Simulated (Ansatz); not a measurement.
**Nudged elastic band of Al16P16H (charge −1) (part 2 of 3)**

Al16P16H (defect cell, 33 atoms in the cell, total charge −1); DFT PBEsol, scalar-relativistic, plane waves, PAW, no spin polarisation (Ansatz 0.2.0); cutoff 420 eV, 2×2×2 k-mesh, Gaussian smearing of 0.02 eV. The structure derives from a Materials Project entry. It belongs to a series of runs on one base structure; here: climbing-image band for the jump of H by 3.82 A.

**Output, continued**
```
NEB image 3
preconditioner: auto → Resta (q_TF=auto, 2.084 Å⁻¹)  ε∞=4.8  [insulator: Δε(μ)=0.328 eV  Ē_g=8.431 eV  σ=0.020 eV  W_gap=1.00  n_scr=86 (ndim 8)  ℏωp=16.5 eV  f_vac=0.000  D(μ)=0.00/eV (n_scr^D=0)  ε∞_Penn≈4.8]
SCF 10 converged in 7 iterations: F = -20258.221171 eV  dr2 = 7.54e-8
NEB image 4
preconditioner: auto → Resta (q_TF=auto, 2.084 Å⁻¹)  ε∞=4.8  [insulator: Δε(μ)=0.907 eV  Ē_g=8.435 eV  σ=0.020 eV  W_gap=1.00  n_scr=86 (ndim 8)  ℏωp=16.5 eV  f_vac=0.000  D(μ)=0.00/eV (n_scr^D=0)  ε∞_Penn≈4.8]
SCF 11 converged in 7 iterations: F = -20259.004490 eV  dr2 = 3.41e-8
NEB image 5
preconditioner: auto → Resta (q_TF=auto, 2.084 Å⁻¹)  ε∞=4.8  [insulator: Δε(μ)=1.626 eV  Ē_g=8.443 eV  σ=0.020 eV  W_gap=1.00  n_scr=86 (ndim 8)  ℏωp=16.5 eV  f_vac=0.000  D(μ)=0.00/eV (n_scr^D=0)  ε∞_Penn≈4.8]
SCF 12 converged in 6 iterations: F = -20260.142056 eV  dr2 = 9.43e-8
NEB iter   2: max|band force component| = 4.716e0 eV/Å  barrier→ = 2.2700 eV  barrier← = 2.2700 eV  Δτ_max = 0.1939 Å  (33 SCF iters)
[... from here on the SCF iterations and repeated set-up lines of each step are left out, up to the last step ...]
NEB image 1
SCF 13 converged in 6 iterations: F = -20260.245460 eV  dr2 = 2.86e-8
NEB image 2
SCF 14 converged in 6 iterations: F = -20259.452728 eV  dr2 = 9.69e-8
NEB image 3
SCF 15 converged in 7 iterations: F = -20258.825764 eV  dr2 = 1.59e-8
NEB image 4
SCF 16 converged in 7 iterations: F = -20259.345455 eV  dr2 = 5.82e-9
NEB image 5
SCF 17 converged in 6 iterations: F = -20260.198965 eV  dr2 = 2.19e-8
NEB iter   3: max|band force component| = 2.131e0 eV/Å  barrier→ = 1.6654 eV  barrier← = 1.6654 eV  Δτ_max = 0.1971 Å  (32 SCF iters)
NEB image 1
SCF 18 converged in 5 iterations: F = -20260.262842 eV  dr2 = 9.35e-8
NEB image 2
SCF 19 converged in 6 iterations: F = -20259.505507 eV  dr2 = 1.86e-8
NEB image 3
SCF 20 converged in 6 iterations: F = -20259.024581 eV  dr2 = 6.69e-8
NEB image 4
SCF 21 converged in 6 iterations: F = -20259.451515 eV  dr2 = 2.65e-8
NEB image 5
SCF 22 converged in 6 iterations: F = -20260.229112 eV  dr2 = 7.05e-9
NEB iter   4: max|band force component| = 1.091e0 eV/Å  barrier→ = 1.4666 eV  barrier← = 1.4666 eV  Δτ_max = 0.1524 Å  (29 SCF iters)
NEB image 1
SCF 23 converged in 5 iterations: F = -20260.266673 eV  dr2 = 6.50e-8
NEB image 2
SCF 24 converged in 6 iterations: F = -20259.523689 eV  dr2 = 1.94e-8
NEB image 3
SCF 25 converged in 6 iterations: F = -20259.109347 eV  dr2 = 8.71e-8
NEB image 4
SCF 26 converged in 6 iterations: F = -20259.486588 eV  dr2 = 2.37e-8
NEB image 5
SCF 27 converged in 5 iterations: F = -20260.238955 eV  dr2 = 8.01e-8
NEB iter   5: max|band force component| = 5.793e-1 eV/Å  barrier→ = 1.3818 eV  barrier← = 1.3818 eV  Δτ_max = 0.1071 Å  (28 SCF iters)
NEB image 1
SCF 28 converged in 5 iterations: F = -20260.266970 eV  dr2 = 2.09e-8
NEB image 2
SCF 29 converged in 5 iterations: F = -20259.523956 eV  dr2 = 7.16e-8
NEB image 3
SCF 30 converged in 6 iterations: F = -20259.115824 eV  dr2 = 1.95e-8
NEB image 4
SCF 31 converged in 5 iterations: F = -20259.491072 eV  dr2 = 7.39e-8
NEB image 5
SCF 32 converged in 5 iterations: F = -20260.240633 eV  dr2 = 2.03e-8
NEB iter   6: max|band force component| = 3.792e-1 eV/Å  barrier→ = 1.3753 eV  barrier← = 1.3753 eV  CI = image 3  Δτ_max = 0.0643 Å  (26 SCF iters)
NEB image 1
SCF 33 converged in 4 iterations: F = -20260.265634 eV  dr2 = 4.96e-8
NEB image 2
SCF 34 converged in 5 iterations: F = -20259.524750 eV  dr2 = 1.82e-8
NEB image 3
SCF 35 converged in 5 iterations: F = -20259.129924 eV  dr2 = 4.10e-8
NEB image 4
SCF 36 converged in 5 iterations: F = -20259.499774 eV  dr2 = 2.86e-8
NEB image 5
SCF 37 converged in 5 iterations: F = -20260.243533 eV  dr2 = 9.75e-9
NEB iter   7: max|band force component| = 2.463e-1 eV/Å  barrier→ = 1.3612 eV  barrier← = 1.3612 eV  CI = image 3  Δτ_max = 0.0269 Å  (24 SCF iters)
NEB image 1
SCF 38 converged in 5 iterations: F = -20260.262832 eV  dr2 = 5.71e-9
NEB image 2
SCF 39 converged in 5 iterations: F = -20259.519385 eV  dr2 = 7.25e-9
NEB image 3
SCF 40 converged in 5 iterations: F = -20259.133873 eV  dr2 = 4.71e-8
NEB image 4
SCF 41 converged in 5 iterations: F = -20259.507627 eV  dr2 = 1.09e-8
NEB image 5
SCF 42 converged in 4 iterations: F = -20260.246548 eV  dr2 = 3.25e-8
NEB iter   8: max|band force component| = 8.053e-2 eV/Å  barrier→ = 1.3573 eV  barrier← = 1.3573 eV  CI = image 3  Δτ_max = 0.0059 Å  (24 SCF iters)
NEB image 1
preconditioner: auto → Resta (q_TF=auto, 2.084 Å⁻¹)  ε∞=4.8  [insulator: Δε(μ)=1.786 eV  Ē_g=8.437 eV  σ=0.020 eV  W_gap=1.00  n_scr=86 (ndim 8)  ℏωp=16.5 eV  f_vac=0.000  D(μ)=0.00/eV (n_scr^D=0)  ε∞_Penn≈4.8]
SCF 43 converged in 4 iterations: F = -20260.261713 eV  dr2 = 8.19e-9
NEB image 2
preconditioner: auto → Resta (q_TF=auto, 2.084 Å⁻¹)  ε∞=4.9  [insulator: Δε(μ)=1.139 eV  Ē_g=8.413 eV  σ=0.020 eV  W_gap=1.00  n_scr=86 (ndim 8)  ℏωp=16.5 eV  f_vac=0.000  D(μ)=0.00/eV (n_scr^D=0)  ε∞_Penn≈4.9]
SCF 44 converged in 4 iterations: F = -20259.517656 eV  dr2 = 2.42e-8
NEB image 3
preconditioner: auto → Resta (q_TF=auto, 2.084 Å⁻¹)  ε∞=4.9  [insulator: Δε(μ)=0.761 eV  Ē_g=8.394 eV  σ=0.020 eV  W_gap=1.00  n_scr=86 (ndim 8)  ℏωp=16.5 eV  f_vac=0.000  D(μ)=0.00/eV (n_scr^D=0)  ε∞_Penn≈4.9]
SCF 45 converged in 5 iterations: F = -20259.134833 eV  dr2 = 7.96e-9
NEB image 4
SCF 46 converged in 5 iterations: F = -20259.507618 eV  dr2 = 4.43e-9
NEB image 5
iter 1 solved again at ethr=3.09e-8 eV; its pass at ethr=3.10e-3 eV (dr2=4.01e-5 eV) is discarded
SCF iter   1: F=—  HF=-20260.245609 eV  |F-HF|=—  |Δ(HF+E_count)|=         —  Δρ=9.01e-5  dr2=4.46e-5  ethr=3.09e-8  ⟨swp⟩=4.5  Hψ=1714  notcnv=0  defer=1
preconditioner: auto → Resta (q_TF=auto, 2.084 Å⁻¹)  ε∞=4.8  [insulator: Δε(μ)=1.772 eV  Ē_g=8.436 eV  σ=0.020 eV  W_gap=1.00  n_scr=86 (ndim 8)  ℏωp=16.5 eV  f_vac=0.000  D(μ)=0.00/eV (n_scr^D=0)  ε∞_Penn≈4.8]
SCF iter   2: F=—  HF=-20260.245591 eV  |F-HF|=—  |Δ(HF+E_count)|=   1.77e-5  Δρ=4.97e-5  dr2=1.28e-5  ethr=3.09e-8  ⟨swp⟩=2.2  Hψ=397  notcnv=0  defer=1
SCF iter   3: F=—  HF=-20260.245590 eV  |F-HF|=—  |Δ(HF+E_count)|=   1.76e-6  Δρ=4.31e-6  dr2=1.68e-7  ethr=9.83e-9  ⟨swp⟩=2.8  Hψ=594  notcnv=0  defer=1
SCF iter   4: F=-20260.245590 eV  HF=-20260.245590 eV  |F-HF|=3.15e-9  |Δ(HF+E_count)|=   2.41e-8  Δρ=1.07e-6  dr2=1.06e-8  ethr=7.69e-11  ⟨swp⟩=5.0  Hψ=1216  notcnv=0
SCF 47 converged in 4 iterations: F = -20260.245590 eV  dr2 = 1.06e-8
NEB image 1
NSCF: frozen V_eff on 4 k-points
NEB image 2
NSCF: frozen V_eff on 4 k-points
NEB image 4
NSCF: frozen V_eff on 4 k-points
NEB image 5
NSCF: frozen V_eff on 4 k-points
NEB image 3
NSCF: frozen V_eff on 4 k-points
the band table was solved once a step of the walk had ended and its energy, with any forces and stress, was formed, with the checks that follow a solve (1993 applications of the Hamiltonian). They found nothing against the state; the energy, forces and stress were not computed again (output.eigenvalues in the input reference)
NEB iter   9: max|band force component| = 2.467e-2 eV/Å  barrier→ = 1.3563 eV  barrier← = 1.3563 eV  CI = image 3  Δτ_max = 0.0000 Å  (22 SCF iters)
```

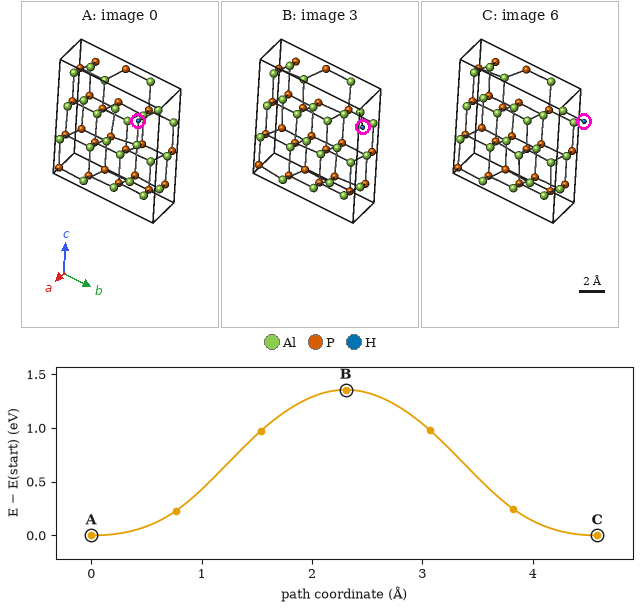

Fig. 1: Images of the last band (counted from 0; ball-and-stick, simulation cell, seen slightly off an axis), with the moving atom and its periodic copies ringed, above the energy along the path; the line is a cubic interpolation that uses the forces. The highest image is number 3, 1.356 eV above the start and 1.356 eV above the end (the climbing image); start and end have the same energy. The path is 4.58 Å long, and H33 moves most (3.82 Å). The band converged in 9 iterations.

```
SCF converged after 5 iterations
Free energy (F): -20259.134833 eV
Harris-Foulkes:  -20259.134833 eV  (|F-HF|=5.82e-10)
Internal energy: -20259.134833 eV  (E = F + TS)
E sigma→0 (E₀):  -20259.134833 eV
Fermi energy:    6.368553 eV
--- Per-component energies (eV) ---
  E_band       = 72.916920
  E_kinetic    = 1522.389309
  E_local      = -1315.084424  (includes V_loc(G=0)·N_el)
  E_nonlocal   = 721.344457
  E_hartree    = 395.327637
  E_xc         = -1625.688159
  E_vxc        = -1462.389271  (∫ρ·V_xc dr)
  E_paw        = -16146.129364  (= ΣΔE_a)
  E_vpaw       = -183.997494  (= ΣTr[D̂ρ^β])
  E_aug_tail   = -0.001127  (compensation charges beyond the density's cutoff)
  E_ewald      = -3812.336925
  E_core_change = 1.043762  (= ΣΔE_core)
  E_smearing   = -0.000000  (= −TS)
  E_closure    = 0.000000  (closes the sum)
  E_deformation_potential = -12.083169  (in the stress; not in F)
  Σ components = -20259.134833   (vs F -20259.134833, Δ=0.00e0)
--- Forces (eV/Å), atoms counted from 1 ---
  atom   1  Al     0.00187024    -0.00197038    -0.00031915
  atom   2  Al     0.00135121    -0.00258375    -0.00305535
  atom   3  Al    -0.00549627    -0.00021061     0.00373799
  atom   4  Al     0.01081552    -0.00204348     0.00118466
  atom   5  Al    -0.00521793     0.00245834    -0.00088538
  atom   6  Al    -0.01182033    -0.00002890     0.00104551
  atom   7  Al     0.00833061     0.00248343    -0.00205484
  atom   8  Al    -0.00051443     0.00316698     0.00307698
  atom   9  Al    -0.01114164    -0.00031125     0.00025949
  atom  10  Al    -0.00657073    -0.00345757    -0.00047283
  atom  11  Al    -0.00651062     0.00056902    -0.00283462
  atom  12  Al     0.00335369    -0.00090386    -0.00276216
  atom  13  Al     0.00107472     0.00115478     0.00139985
  atom  14  Al    -0.00085881    -0.00017757     0.00208909
  atom  15  Al     0.00424300     0.00174423    -0.00038734
  atom  16  Al    -0.00045771    -0.00153102     0.00087885
  atom  17  P      0.00026650     0.00730215    -0.00726166
  atom  18  P      0.00010186    -0.00480393     0.00462655
  atom  19  P     -0.00596303    -0.00385393     0.00571567
  atom  20  P     -0.00186110     0.00226842     0.00297614
  atom  21  P      0.00128670     0.00527699    -0.00340243
  atom  22  P      0.00314912     0.00078664     0.00120129
  atom  23  P     -0.00225147    -0.00159079     0.00232023
  atom  24  P      0.00205746    -0.00290279    -0.00215818
  atom  25  P      0.00097842     0.00317393    -0.00269809
  atom  26  P     -0.00043625    -0.00184035    -0.00035011
  atom  27  P      0.00272444     0.00197192     0.00070245
  atom  28  P     -0.00125519     0.00171146    -0.00456724
  atom  29  P     -0.00091506     0.00084876    -0.00002667
  atom  30  P     -0.00297348    -0.00293599    -0.00239156
  atom  31  P      0.00152766     0.00071474    -0.00041950
  atom  32  P     -0.00356178    -0.00271576     0.00147476
  atom  33  H      0.02466995    -0.00177327     0.00335721
  max |Σ_I F_I| component: 4.72e-6 eV/Å
--- Band table (eV) ---
  k-point 0: bands = ["-5.9436", "-5.9144", "-5.8916", "-5.8646", "-4.6704", "-4.6463", "-4.6384", "-4.6378", "-4.6293", "-4.6144", "-4.6093", "-4.5975", "-4.5571", "-4.5235", "-4.5231", "-4.5066", "-0.5329", "-0.1042", "-0.0844", "-0.0536", "0.0087", "0.0285", "0.0290", "0.0495", "0.0566", "0.0765", "0.1060", "0.2453", "1.4619", "1.7320", "1.7504", "1.7579", "1.9047", "2.1593", "2.1704", "2.1951", "2.2404", "2.2405", "2.2585", "2.2809", "2.2871", "2.3135", "2.3234", "2.3293", "3.2652", "3.2993", "3.3258", "3.3475", "3.3719", "3.3797", "3.4049", "3.4108", "3.4746", "3.4770", "3.4784", "3.5477", "4.4326", "4.4738", "4.4857", "4.5121", "4.5362", "4.5699", "4.5851", "4.5919", "5.6918", "7.3703", "7.4242", "7.4886", "7.5764", "7.5810", "7.5959", "7.5962", "7.6206", "7.6273", "7.6569", "7.7375", "7.8583", "8.1209", "8.1239", "8.1362", "9.1418", "9.8769", "9.8947", "9.8978", "9.9327", "9.9631", "9.9822", "10.0038", "10.0219", "10.0562", "10.0691", "10.1077", "10.1212", "10.1553", "10.1778", "10.1824", "10.2020", "10.2070"]
  k-point 1: bands = ["-6.3356", "-5.5200", "-5.5072", "-5.4832", "-5.4483", "-4.9636", "-4.9291", "-4.9191", "-4.9044", "-4.7472", "-4.4423", "-4.4221", "-4.4017", "-4.3619", "-4.1642", "-4.1511", "-0.5755", "-0.2583", "-0.2011", "-0.1799", "-0.1708", "-0.1161", "0.0500", "0.0668", "0.1293", "0.1812", "0.4124", "1.1278", "1.3655", "1.4225", "1.4355", "1.5484", "1.5652", "1.5895", "1.6068", "2.1834", "2.2835", "2.3812", "2.4079", "2.8293", "2.9340", "2.9751", "2.9856", "3.0065", "3.0334", "3.0667", "3.0884", "3.1289", "3.1595", "3.1948", "3.2003", "3.2450", "3.2842", "3.8150", "3.9592", "4.0202", "4.0441", "4.0726", "4.1248", "4.1572", "4.1903", "4.2144", "4.4793", "4.5362", "5.9860", "6.7511", "7.4009", "7.4868", "7.6946", "8.2928", "8.3362", "8.3559", "8.4062", "8.4384", "8.4948", "8.5499", "8.5633", "8.6422", "8.6768", "8.7042", "8.7564", "8.7928", "8.8493", "9.0864", "9.3045", "9.4546", "9.4885", "9.5868", "9.6199", "9.6428", "9.6972", "9.7432", "9.9203", "10.0502", "10.1348", "10.1444", "10.1700", "10.2185"]
  k-point 2: bands = ["-6.3361", "-5.5061", "-5.4984", "-5.4898", "-5.4626", "-4.9634", "-4.9208", "-4.9190", "-4.9137", "-4.7562", "-4.4354", "-4.4164", "-4.3952", "-4.3780", "-4.1565", "-4.1515", "-0.6159", "-0.2269", "-0.2088", "-0.1768", "-0.1744", "-0.1302", "0.0993", "0.1011", "0.1116", "0.1176", "0.4837", "1.1114", "1.4321", "1.4347", "1.4367", "1.4879", "1.5422", "1.5660", "1.5889", "2.1718", "2.2685", "2.3926", "2.4109", "2.7803", "2.9496", "2.9844", "3.0006", "3.0281", "3.0598", "3.0626", "3.0949", "3.1059", "3.1318", "3.1338", "3.2368", "3.2513", "3.3043", "3.8062", "4.0039", "4.0080", "4.0743", "4.0882", "4.1551", "4.1928", "4.1976", "4.1985", "4.4951", "4.5121", "5.7593", "6.9079", "7.3662", "7.4447", "7.7921", "8.2922", "8.3400", "8.3569", "8.3660", "8.3992", "8.4771", "8.5808", "8.6195", "8.6647", "8.6705", "8.7146", "8.7609", "8.7816", "8.8005", "9.0663", "9.4003", "9.4815", "9.4941", "9.5952", "9.6144", "9.6551", "9.6567", "9.7445", "10.0300", "10.0948", "10.0989", "10.1208", "10.1405", "10.1456"]
```
